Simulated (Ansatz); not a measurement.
## Run report: PbO2, geometry relaxation (part 2 of 2)

The same run, continued: PbO2 (R-3m, 3 atoms in the cell); DFT PBE+D3(BJ), scalar-relativistic, plane waves, PAW, no spin polarisation (Ansatz 0.2.0); cutoff 420 eV, 18×18×18 k-mesh, Fermi–Dirac smearing of 0.15 eV. The structure was made by a generator, so it may or may not be a known phase.

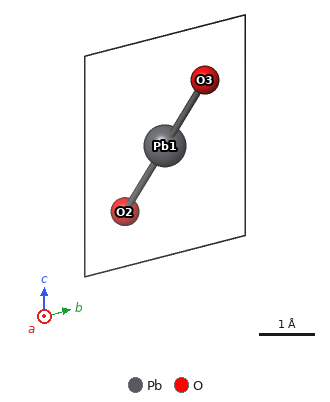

Fig. 1: The geometry at step 4 of the log (ball-and-stick view of the reduced cell, along the a axis; atoms are numbered from 1 in the order of the input).

## Log, continued
```
relax step   8: F+E_penalty+E_count = -13039.10997932 eV  Δ(F+E_penalty+E_count) = +1.539e-4 eV  max|allowed force component| = 1.957e-4 eV/Å  Δτ_max = 0.0000 Å  P = -0.004 GPa  Ω = 41.235 Å³  stress off target by 1.47e-2 GPa  SCF on the basis re-selected at this cell (its energy is not comparable with the rows above)  (6 SCF iters)
basis re-selected at this cell: Δ(F+E_penalty+E_count) = +1.539e-4 eV, ΔP = -0.003 GPa vs the last step (what re-selecting the basis moved, of the pressure what is left beyond the Pulay correction that the steps carried, after the strain that the cell walked since its last selection, with what the two solves' SCF thresholds leave and, on support functions, any second-order correction that the steps lacked; it is no measure of the basis error at this ecutwfc). This SCF's stress stands 1.47e-2 GPa from its target on what of the cell is left free (relax.cell.stress_tol is 1.00e-2 GPa) and its largest allowed force component is 1.96e-4 eV/Å (relax.f_tol is 1.00e-3 eV/Å): not within both, so this SCF does not close the relaxation
Crystal: 3 atoms, lattice volume = 41.221 Å³
iter 1 solved again at ethr=3.42e-9 eV; its pass at ethr=3.10e-3 eV (dr2=8.89e-7 eV) is discarded
SCF iter   1: F=—  HF=-13039.110050 eV  |F-HF|=—  |Δ(HF+E_count)|=         —  Δρ=6.20e-5  dr2=5.88e-7  ethr=3.42e-9  ⟨swp⟩=3.0  Hψ=63363  notcnv=0
preconditioner: auto → Kerker (q_TF=auto, 2.527 Å⁻¹)  [metal: Δε(μ)=0.054 eV  Ē_g=16.800 eV  σ=0.150 eV  W_gap=0.09  n_scr=14 (ndim 8)  ℏωp=29.5 eV  f_vac=0.060  D(μ)=0.17/eV (n_scr^D=0)]
SCF iter   2: F=—  HF=-13039.110042 eV  |F-HF|=—  |Δ(HF+E_count)|=   7.93e-6  Δρ=3.58e-5  dr2=2.31e-7  ethr=2.26e-9  ⟨swp⟩=1.0  Hψ=9864  notcnv=0
SCF iter   3: F=—  HF=-13039.110042 eV  |F-HF|=—  |Δ(HF+E_count)|=   6.88e-8  Δρ=5.85e-6  dr2=1.61e-8  ethr=8.88e-10  ⟨swp⟩=2.1  Hψ=17281  notcnv=0
SCF iter   4: F=—  HF=-13039.110042 eV  |F-HF|=—  |Δ(HF+E_count)|=   1.20e-8  Δρ=3.29e-6  dr2=5.04e-9  ethr=6.18e-11  ⟨swp⟩=2.0  Hψ=13177  notcnv=0
SCF iter   5: F=—  HF=-13039.110042 eV  |F-HF|=—  |Δ(HF+E_count)|=   4.43e-9  Δρ=1.11e-6  dr2=8.21e-10  ethr=1.94e-11  ⟨swp⟩=2.0  Hψ=13029  notcnv=0
SCF iter   6: F=-13039.110042 eV  HF=-13039.110042 eV  |F-HF|=7.82e-11  |Δ(HF+E_count)|=   1.45e-9  Δρ=3.60e-7  dr2=6.63e-11  ethr=2.07e-12  ⟨swp⟩=5.6  Hψ=43320  notcnv=0
SCF 9 converged in 6 iterations: F = -13039.110042 eV  dr2 = 6.63e-11
relax step   9: F+E_penalty+E_count = -13039.11004221 eV  Δ(F+E_penalty+E_count) = -6.290e-5 eV  max|allowed force component| = 2.624e-5 eV/Å  Δτ_max = 0.0002 Å  P = -0.001 GPa  Ω = 41.221 Å³  energy of the carried Pulay correction = +6.161e-5 eV  (6 SCF iters, dr2 threshold 5.38e-10 eV, accepted)
iter 1 solved again at ethr=2.84e-8 eV; its pass at ethr=3.10e-3 eV (dr2=7.38e-6 eV) is discarded
SCF iter   1: F=—  HF=-13039.109995 eV  |F-HF|=—  |Δ(HF+E_count)|=         —  Δρ=5.79e-6  dr2=2.06e-9  ethr=2.84e-8  ⟨swp⟩=3.7  Hψ=84701  notcnv=0
SCF iter   2: F=—  HF=-13039.109987 eV  |F-HF|=—  |Δ(HF+E_count)|=   7.76e-6  Δρ=2.82e-6  dr2=4.98e-10  ethr=7.91e-12  ⟨swp⟩=3.5  Hψ=21280  notcnv=0
SCF iter   3: F=—  HF=-13039.109987 eV  |F-HF|=—  |Δ(HF+E_count)|=   1.62e-9  Δρ=1.10e-6  dr2=7.19e-11  ethr=1.92e-12  ⟨swp⟩=2.1  Hψ=13309  notcnv=0
SCF iter   4: F=—  HF=-13039.109987 eV  |F-HF|=—  |Δ(HF+E_count)|=  3.17e-10  Δρ=9.59e-8  dr2=6.62e-12  ethr=1.00e-12  ⟨swp⟩=2.5  Hψ=15330  notcnv=0
SCF iter   5: F=—  HF=-13039.109987 eV  |F-HF|=—  |Δ(HF+E_count)|=  9.09e-12  Δρ=4.29e-8  dr2=1.72e-12  ethr=1.00e-12  ⟨swp⟩=7.1  Hψ=49737  notcnv=0
SCF iter   6: F=-13039.109987 eV  HF=-13039.109987 eV  |F-HF|=3.64e-12  |Δ(HF+E_count)|=  7.28e-12  Δρ=1.52e-8  dr2=4.97e-14  ethr=1.00e-12  ⟨swp⟩=5.5  Hψ=38803  notcnv=0
SCF 10 converged in 6 iterations: F = -13039.109987 eV  dr2 = 4.97e-14
relax step  10: F+E_penalty+E_count = -13039.10998725 eV  Δ(F+E_penalty+E_count) = +5.497e-5 eV  max|allowed force component| = 4.395e-5 eV/Å  Δτ_max = 0.0000 Å  P = -0.001 GPa  Ω = 41.221 Å³  stress off target by 5.66e-3 GPa  SCF on the basis re-selected at this cell (its energy is not comparable with the rows above)  (6 SCF iters)
```

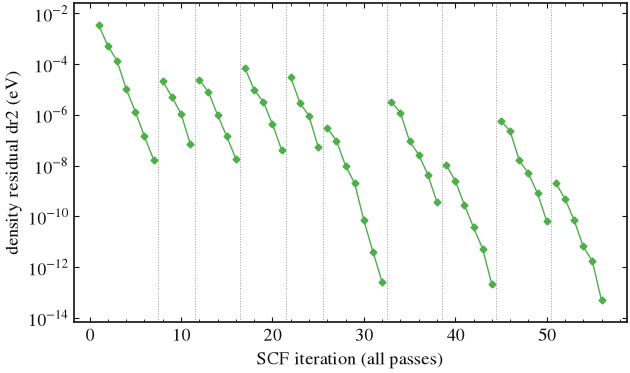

Fig. 2: Convergence of the self-consistent field: density residual dr2 against the SCF iteration. The dotted lines part the SCF passes of the relaxation: geometry steps, rejected trials and re-solves on a re-selected basis. The 10 passes take 4 to 7 iterations each, 56 in all.

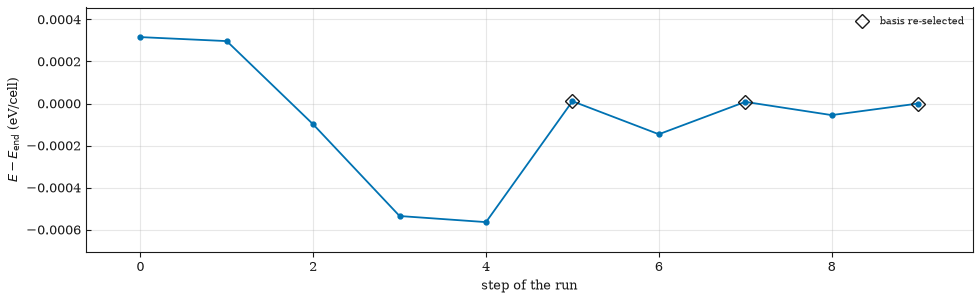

Fig. 3: Progress of the relaxation, step by step (the first geometry is step 0 here and step 1 in the log).

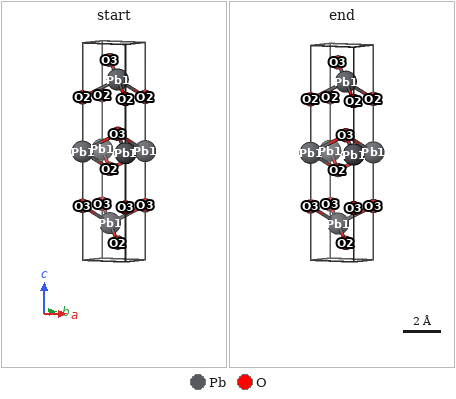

Fig. 4: Before (left) and after (right) the relaxation, at one scale (ball-and-stick view of the cell 3 times as large as that of the calculation, set on its symmetry axes, seen at an oblique angle). No atom moves by more than 0.005 Å relative to the cell. The drawn cell changes as follows: a = b 3.484 → 3.496 Å (+0.4 %), c 11.823 → 11.681 Å (−1.2 %); the volume changes by −0.5 %. The space group stays R-3m (No. 166). After 6 geometry steps the energy has fallen by 0.4 meV per cell of the calculation. The largest force component goes from 0.0044 to under 0.0001 eV/Å. The pressure goes from 0.18 to 0.00 GPa. 2 further SCFs at an unchanged geometry re-selected the plane-wave basis for the new cell. The energy change given includes the shifts at the re-selections in mid-walk, which come without any move. A last SCF at the same geometry on a re-selected plane-wave basis shifts the energy by +0.1 meV per cell of the calculation.

```
basis re-selected at this cell: Δ(F+E_penalty+E_count) = +5.497e-5 eV, ΔP = -0.001 GPa vs the last step (what re-selecting the basis moved, of the pressure what is left beyond the Pulay correction that the steps carried, after the strain that the cell walked since its last selection, with what the two solves' SCF thresholds leave and, on support functions, any second-order correction that the steps lacked; it is no measure of the basis error at this ecutwfc). This SCF's stress stands 5.66e-3 GPa from its target on what of the cell is left free (relax.cell.stress_tol is 1.00e-2 GPa) and its largest allowed force component is 4.39e-5 eV/Å (relax.f_tol is 1.00e-3 eV/Å): within both
SCF converged after 6 iterations
Free energy (F): -13039.109987 eV
Harris-Foulkes:  -13039.109987 eV  (|F-HF|=3.64e-12)
Internal energy: -13039.091588 eV  (E = F + TS)
E sigma→0 (E₀):  -13039.100788 eV
Entropy (-TS):   -0.018399 eV (-6.133 meV/atom)
Fermi energy:    9.101757 eV
--- Per-component energies (eV) ---
  E_band       = -26.756100
  E_kinetic    = 638.901398
  E_local      = -1622.586841  (includes V_loc(G=0)·N_el)
  E_nonlocal   = 451.266666
  E_hartree    = 621.711121
  E_xc         = -363.677786
  E_vxc        = -315.455087  (∫ρ·V_xc dr)
  E_paw        = -10731.894661  (= ΣΔE_a)
  E_vpaw       = -422.309186  (= ΣTr[D̂ρ^β])
  E_aug_tail   = 0.004715  (compensation charges beyond the density's cutoff)
  E_ewald      = -2032.162636
  E_disp       = -0.653565  (pairwise vdW)
  E_smearing   = -0.018399  (= −TS)
  E_closure    = 0.000000  (closes the sum)
  Σ components = -13039.109987   (vs F -13039.109987, Δ=0.00e0)
--- Forces (eV/Å), atoms counted from 1 ---
  atom   1  Pb     0.00000000     0.00000000    -0.00000000
  atom   2  O      0.00000000    -0.00000000    -0.00004395
  atom   3  O      0.00000000     0.00000000     0.00004395
  max |Σ_I F_I| component: 2.03e-20 eV/Å
--- Stress (GPa, compression-positive) ---
        0.001032       0.000000       0.000000
        0.000000       0.001032      -0.000000
        0.000000      -0.000000      -0.005657
  P = ⅓ Tr σ = -0.0012 GPa (-0.012 kbar)
--- Band table (eV; the first three rows and the last of 580) ---
  k-point 0: bands = ["-9.7087", "-7.2715", "-6.9124", "-6.9124", "-6.7086", "-6.6086", "-6.6086", "4.2438", "7.1800", "7.1800", "7.4730", "7.4730", "8.0933", "8.5282", "13.7602", "17.8258", "17.8258"]
  k-point 1: bands = ["-9.6786", "-7.4960", "-6.9038", "-6.7339", "-6.6969", "-6.6094", "-6.5610", "4.1868", "6.8565", "7.1143", "7.4179", "7.4978", "8.3554", "8.6092", "13.8672", "17.5563", "17.8904"]
  k-point 2: bands = ["-9.5918", "-7.8161", "-6.8796", "-6.7049", "-6.6576", "-6.6108", "-6.2704", "4.0040", "6.4148", "6.9576", "7.1954", "7.5387", "8.3989", "9.1508", "14.1676", "17.0167", "18.0754"]
  k-point 579: bands = ["-9.2851", "-7.9936", "-6.8994", "-6.8994", "-6.6008", "-6.6008", "-6.3269", "3.5255", "6.3938", "6.6295", "6.6295", "7.8298", "7.8298", "11.0006", "14.2635", "18.7953", "18.7953"]
--- Relaxed structure (7 steps of the walk, 7 accepted, 3 SCFs on fresh bases) ---
  F+E_penalty+E_count = -13039.10998725 eV   max|allowed force component| = 4.395e-5 eV/Å   (the final SCF, on the basis selected at the relaxed cell)
  cell:  # Å, volume = 41.2211 Å³
    - [1.7481827431797243, 1.0093137773839382, 3.8936355210233913]
    - [-1.7481827431797243, 1.0093137773839382, 3.8936355210233913]
    - [3.7261050713040255e-33, -2.018627554718478, 3.893635521036196]
  atoms:
    - { symbol: Pb, position: [0.5, 0.5, 0.49999999999999994] }
    - { symbol: O, position: [0.7493251505914232, 0.7493251505914232, 0.7493251505914231] }
    - { symbol: O, position: [0.2506748494085766, 0.2506748494085766, 0.2506748494085766] }
```

## Trajectory as extended XYZ (Å, eV, eV/Å), 10 frames, from step=1 to step=10
```
3
Lattice="1.7418 1.0056 3.9410 -1.7418 1.0056 3.9410 0.0000 -2.0112 3.9410" Properties=species:S:1:pos:R:3:forces:R:3 step=1 energy=-13039.10967 pressure_GPa=0.18
Pb    0.0000    0.0000    5.9115    0.0000   0.0000   0.0000
O     0.0000    0.0000    8.8625    0.0000   0.0000  -0.0044
O     0.0000    0.0000    2.9605    0.0000   0.0000   0.0044
3
Lattice="1.7445 1.0072 3.9329 -1.7445 1.0072 3.9329 0.0000 -2.0143 3.9329" Properties=species:S:1:pos:R:3:forces:R:3 step=2 energy=-13039.10969 pressure_GPa=-0.05
Pb    0.0000    0.0000    5.8994    0.0000   0.0000   0.0000
O     0.0000    0.0000    8.8455    0.0000   0.0000  -0.0117
O     0.0000    0.0000    2.9533    0.0000   0.0000   0.0117
3
Lattice="1.7461 1.0081 3.9185 -1.7461 1.0081 3.9185 0.0000 -2.0162 3.9185" Properties=species:S:1:pos:R:3:forces:R:3 step=3 energy=-13039.11009 pressure_GPa=-0.10
Pb    0.0000    0.0000    5.8778    0.0000   0.0000   0.0000
O     0.0000    0.0000    8.8110    0.0000   0.0000   0.0006
O     0.0000    0.0000    2.9446    0.0000   0.0000  -0.0006
3
Lattice="1.7461 1.0081 3.9071 -1.7461 1.0081 3.9071 0.0000 -2.0162 3.9071" Properties=species:S:1:pos:R:3:forces:R:3 step=4 energy=-13039.11052 pressure_GPa=0.19
Pb    0.0000    0.0000    5.8607    0.0000   0.0000   0.0000
O     0.0000    0.0000    8.7854    0.0000   0.0000  -0.0194
O     0.0000    0.0000    2.9359    0.0000   0.0000   0.0194
3
Lattice="1.7473 1.0088 3.9021 -1.7473 1.0088 3.9021 0.0000 -2.0177 3.9021" Properties=species:S:1:pos:R:3:forces:R:3 step=5 energy=-13039.11055 pressure_GPa=0.00
Pb    0.0000    0.0000    5.8531    0.0000   0.0000   0.0000
O     0.0000    0.0000    8.7725    0.0000   0.0000   0.0000
O     0.0000    0.0000    2.9338    0.0000   0.0000   0.0000
3
Lattice="1.7473 1.0088 3.9021 -1.7473 1.0088 3.9021 0.0000 -2.0177 3.9021" Properties=species:S:1:pos:R:3:forces:R:3 step=6 energy=-13039.10998 pressure_GPa=-0.02
Pb    0.0000    0.0000    5.8531    0.0000   0.0000   0.0000
O     0.0000    0.0000    8.7725    0.0000   0.0000  -0.0001
O     0.0000    0.0000    2.9338    0.0000   0.0000   0.0001
3
Lattice="1.7479 1.0092 3.8962 -1.7479 1.0092 3.8962 0.0000 -2.0183 3.8962" Properties=species:S:1:pos:R:3:forces:R:3 step=7 energy=-13039.11013 pressure_GPa=-0.00
Pb    0.0000    0.0000    5.8444    0.0000   0.0000   0.0000
O     0.0000    0.0000    8.7588    0.0000   0.0000   0.0002
O     0.0000    0.0000    2.9299    0.0000   0.0000  -0.0002
3
Lattice="1.7479 1.0092 3.8962 -1.7479 1.0092 3.8962 0.0000 -2.0183 3.8962" Properties=species:S:1:pos:R:3:forces:R:3 step=8 energy=-13039.10998 pressure_GPa=-0.00
Pb    0.0000    0.0000    5.8444    0.0000   0.0000   0.0000
O     0.0000    0.0000    8.7588    0.0000   0.0000   0.0002
O     0.0000    0.0000    2.9299    0.0000   0.0000  -0.0002
3
Lattice="1.7482 1.0093 3.8936 -1.7482 1.0093 3.8936 0.0000 -2.0186 3.8936" Properties=species:S:1:pos:R:3:forces:R:3 step=9 energy=-13039.11004 pressure_GPa=-0.00
Pb    0.0000    0.0000    5.8405    0.0000   0.0000   0.0000
O     0.0000    0.0000    8.7528    0.0000   0.0000   0.0000
O     0.0000    0.0000    2.9281    0.0000   0.0000   0.0000
3
Lattice="1.7482 1.0093 3.8936 -1.7482 1.0093 3.8936 0.0000 -2.0186 3.8936" Properties=species:S:1:pos:R:3:forces:R:3 step=10 energy=-13039.10999 pressure_GPa=-0.00
Pb    0.0000    0.0000    5.8405    0.0000   0.0000   0.0000
O     0.0000    0.0000    8.7528    0.0000   0.0000   0.0000
O     0.0000    0.0000    2.9281    0.0000   0.0000   0.0000
```

This output came from the following input.

## Input
```yaml
crystal:
  lattice:
    - [1.741788212, 1.0056218931, 3.9410132]
    - [-1.741788212, 1.0056218931, 3.9410132]
    - [0.0, -2.0112437861, 3.9410132]
  atoms:
    - { symbol: Pb, position: [0.5, 0.5, 0.5] }
    - { symbol: O, position: [0.749596, 0.749596, 0.749596] }
    - { symbol: O, position: [0.250404, 0.250404, 0.250404] }
basis:
  ecutwfc: 420
kpoints:
  mp_grid: { grid: [18, 18, 18] }
hamiltonian:
  xc: pbe
  dispersion: d3bj
scf:
  occupations: { method: fermi_dirac, width: 0.15 }
output:
  forces: true
  stress: true
  eigenvalues: true
relax:
  adjacent_minimum: "off"
  f_tol: 0.001
  max_steps: 60
  cell: { stress_tol: 0.01 }
```

Run as:
```bash
ansatz run input.yaml --threads 1 --pin off --max-ram 3072MiB --backend cpu --events-out ev --progress --plain --runs-dir out
```

## Summary

| quantity | value |
| --- | --- |
| outcome | converged |
| space group (tolerance 0.01 Å) | R-3m (166) |
| electrons treated | 26 |
| free energy | −13039.1100 eV |
| Fermi energy | 9.102 eV |
| gap on the k-point mesh | none (metallic) |
| pressure | 0.00 GPa |
| final volume | 41.22 Å³ |
| largest force (length of the vector) at the end | under 0.001 eV/Å |
| final cell | a = 4.386 Å, b = 4.386 Å, c = 4.386 Å, α = 46.98°, β = 46.98°, γ = 46.98° |
| hardware | 1 thread of Arm Neoverse V2, 24 GiB of memory available, shared host |
| wall time | 3.4 min |
| peak memory | 0.63 GiB |

Spin–orbit coupling is left out, which matters for Pb.
